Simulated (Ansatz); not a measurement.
Read the following structure.

```
Pt Se
1.0
     3.32823    0.00000    0.00000
    -1.66412    2.88233    0.00000
     0.00000    0.00000   16.70982
Pt Se
1 2
Direct
  0.00000 0.00000 0.50000
  0.33333 0.66667 0.59979
  0.33333 0.66667 0.40021
```

Summarise the structure in words.

Answer. Its composition is PtSe$_{2}$. Cell content 1 Pt, 2 Se; Z = 1. Each Pt has six Se in a trigonal prismatic arrangement at 2.54 Å. The Se atoms are each bonded to three Pt in a trigonal pyramidal arrangement at 2.54 Å. The bonds build PtSe2 layers parallel to (001).

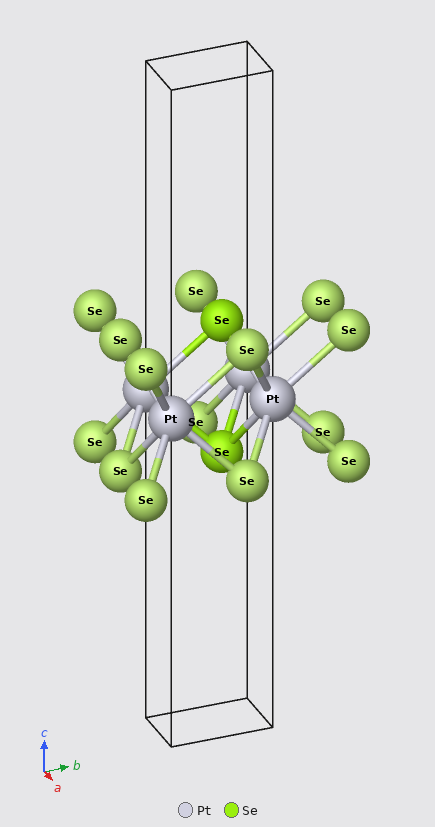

An orthographic ball-and-stick view of the structure, slightly off an axis. Lines trace the edges of the simulation cell. The bonded neighbours beyond the faces are included, in fainter colours. Colours: platinum light grey, selenium green.

The initial geometry was a structure listed in the Materials Project, with elements exchanged, so it need not be a known form of the compound. The cell was then strained or its atoms displaced on purpose. It was run through Ansatz as a DFT input.
